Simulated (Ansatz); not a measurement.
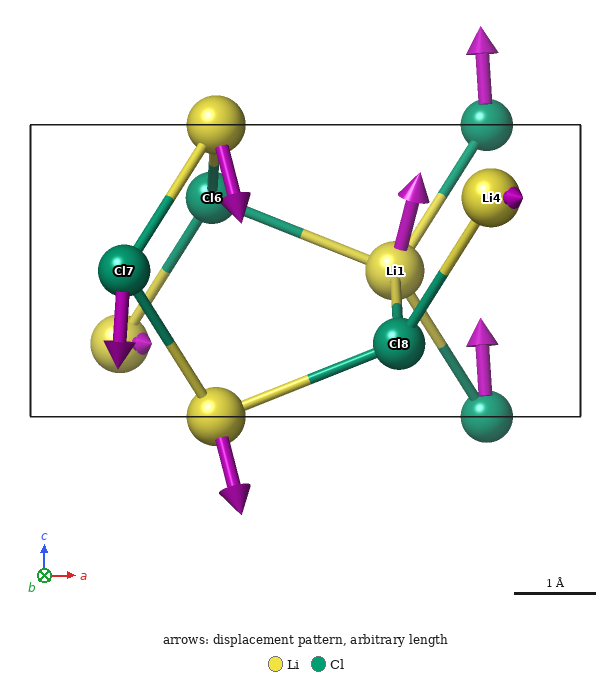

One vibrational mode of crystalline LiCl (a generated structure) at the zone centre. Displacements are drawn as purple arrows; their common scale and sign are arbitrary. Style: ball-and-stick. Shown: the cell of the calculation, along the b axis.

Level of theory: Ansatz 0.2.0, DFT PBE, scalar-relativistic, plane waves, PAW.

The input:
```yaml
crystal:
  lattice:
    - [6.7915007828, 0.0, 0.0]
    - [0.0, 6.7915007828, 0.0]
    - [0.0, 0.0, 3.6028588778]
  atoms:
    - { symbol: Li, position: [0.6624758561, 0.6624758561, 0.5] }
    - { symbol: Li, position: [0.1624758561, 0.8375241439, 0.25] }
    - { symbol: Li, position: [0.3375241439, 0.3375241439, 0.0] }
    - { symbol: Li, position: [0.8375241439, 0.1624758561, 0.75] }
    - { symbol: Cl, position: [0.8297534181, 0.8297534181, 0.0] }
    - { symbol: Cl, position: [0.3297534181, 0.6702465819, 0.75] }
    - { symbol: Cl, position: [0.1702465819, 0.1702465819, 0.5] }
    - { symbol: Cl, position: [0.6702465819, 0.3297534181, 0.25] }
basis:
  ecutwfc: 420
kpoints:
  mp_grid: { grid: [4, 4, 6] }
hamiltonian:
  xc: pbe
scf:
  occupations: { method: fixed }
output:
  eigenvalues: true
phonons:
  method: dfpt
  dielectric: true
  rigid_motions: translations
  eigenvectors: true
  qmesh: [1, 1, 2]
  temperatures: { t_max: 1000, t_step: 100 }
  qpath:
    path:
      - [[0.0, 0.0, 0.0], [0.0, 0.5, 0.0], [0.5, 0.5, 0.0], [0.0, 0.0, 0.0], [0.0, 0.0, 0.5], [0.0, 0.5, 0.5], [0.5, 0.5, 0.5], [0.0, 0.0, 0.5]]
      - [[0.0, 0.5, 0.0], [0.0, 0.5, 0.5]]
      - [[0.5, 0.5, 0.0], [0.5, 0.5, 0.5]]
    npoints: 8
```

Command:
```bash
ansatz run input.yaml --threads 1 --pin off --max-ram 2560MiB --backend cpu --events-out ev --progress --plain --runs-dir out
```

Frequencies are those without the non-analytic (LO–TO) term.

### What mode is this, and where does it lie in the spectrum?

This is the E mode (doubly degenerate; one member of the set is drawn) at 62 cm⁻¹, optical level 3 of 16, counted from below, infrared- and Raman-active by symmetry. It mainly bends the Cl–Li bonds; the kinetic energy is shared as Cl 82 %, Li 18 %. Its infrared intensity is 0.78 (D/Å)²/amu for the set.
